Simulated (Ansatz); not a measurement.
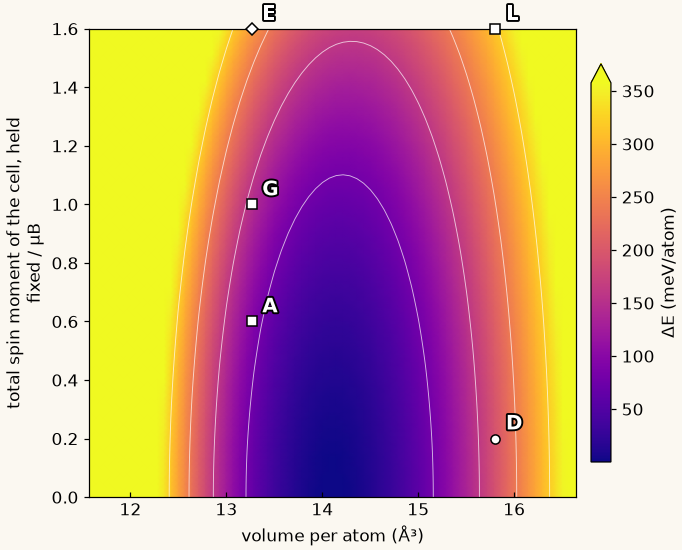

Ir (P6_3/mmc, No. 194; 2 atoms in the cell). The energy is mapped over volume and a fixed ferromagnetic moment. Coordinates scanned: (1) volume per atom; (2) total spin moment of the cell, held fixed. Nothing is relaxed (shape and fractional coordinates fixed). Grid: 7 × 9 points. Points are written as (first, second). All energies are given in meV/atom relative to the lowest grid point. The moment is held fixed and parallel; antiferromagnetic orders weren't tried. All numbers below come from DFT PBEsol, scalar-relativistic, plane waves, PAW in Ansatz 0.2.0. Settings: cutoff 420 eV, k-mesh 21×21×12 in the order of the run's cell vectors, gaussian smearing 0.15 eV.

Drawn: a smooth colour map with a few white contour lines, one colour for all values above the top of the scale, lettered points. Between grid points the surface is interpolated.

Q: Is E the lowest point of the computed grid?

A: No. E lies 274 meV/atom above the lowest grid point, which is at (14.11 Å³, 0.0 μB).

Q: Rank the lettered points by energy, lowest first.

A: A (98 meV/atom), G (149 meV/atom), D (194 meV/atom), E (274 meV/atom), L (314 meV/atom).

PAW datasets: the set soft_1.
